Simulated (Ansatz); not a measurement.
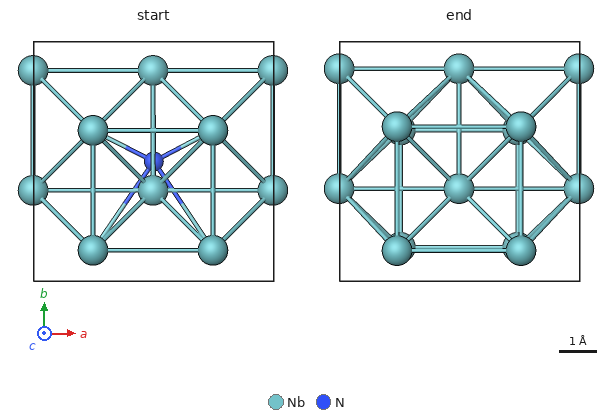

The structure of a defect cell of composition Nb₁₆N before (left) and after (right) a relaxation, at one scale.

A ball-and-stick model of the cell of the calculation (origin shifted), seen along the c axis.

It is an interstitial N in bcc Nb. The run prepares an end point of a later path (interstitial hop) calculation, from a guessed geometry. The atoms of the start lie slightly off their symmetric places, so part of the fall in energy undoes that.

Computed with Ansatz, DFT PBE, scalar-relativistic, plane waves, PAW. Set-up: plane-wave cutoff 420 eV; k-point mesh 3 × 3 × 3; occupations gaussian; smearing width 0.15 eV; no spin polarisation; atoms relaxed in a fixed cell; force threshold 0.03 eV/Å; at most 60 steps.

Summarise the run.

Answer. The largest move is that of the N atom, 0.75 Å along −b. Largest moves by element: N 0.75 Å, Nb 0.30 Å. The lattice vectors keep their values. Some distances before and after: N–Nb 2.987 → 3.692 Å, N–Nb 2.963 → 2.282 Å, N–Nb 3.012 → 3.692 Å, N–Nb 2.937 → 2.282 Å. Among the angles between lasting bonds that change: Nb–N–Nb 128.5° → 179.9°, Nb–N–Nb 125.2° → 90.0°, Nb–N–Nb 150.7° → 179.9°. The energy falls by 2.658 eV per cell of the calculation in 7 accepted moves (8 points after the start). Largest force component: 5.7 eV/Å at the start, 0.014 eV/Å at the end. 1 step only repeated the SCF at the same geometry.

Limits of the set-up: the cell has an odd number of electrons but was run without spin polarisation; the periodic images lie only 6.6 Å apart, so the values are limited by the cell's size.
